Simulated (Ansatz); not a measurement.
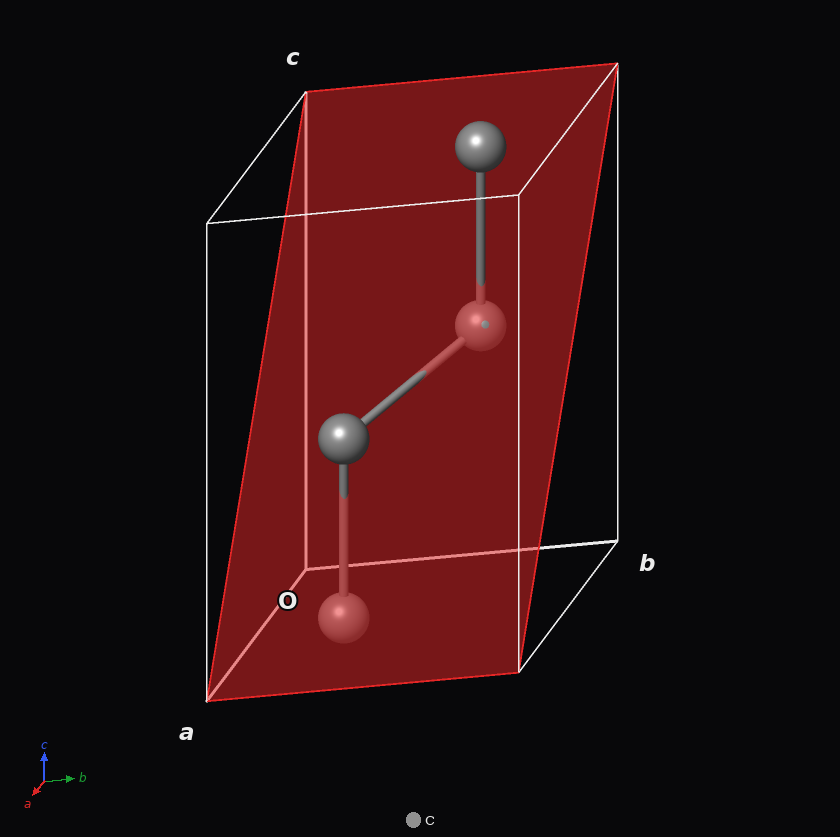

For C, coordinates from a relaxation with DFT, PBEsol, plane waves, PAW in Ansatz; the starting structure was generated, so it need not be a known form of this composition: every member of one family of equally spaced planes, hx + ky + lz = a whole number, that cuts the unit cell is shaded (one member passes through the origin O, touching the cell only at an edge or corner). Geometry calculated from the standardised cell; symmetry tolerance 0.002 Å.

a = 2.499 Å, b = 2.499 Å, c = 4.161 Å, α = 90.00°, β = 90.00°, γ = 120.00°.

Q: Index the planes.

A: (1 0 1), in four indices (1 0 −1 1); the opposite sign names the same planes. The member next to the origin meets the axes a at 1, b never, c at 1.

Q: What is the spacing?

A: d = 1.920 Å.

Q: Which atoms of the cell lie in these planes (within 0.03 Å)?

A: No atom.

Q: The space group is P6₃/mmc, No. 194. How many reflections hkl are equivalent to this one (itself included), and does it occur?

A: 12 reflections are equivalent in the Laue class 6/mmm. The space group allows the reflection.
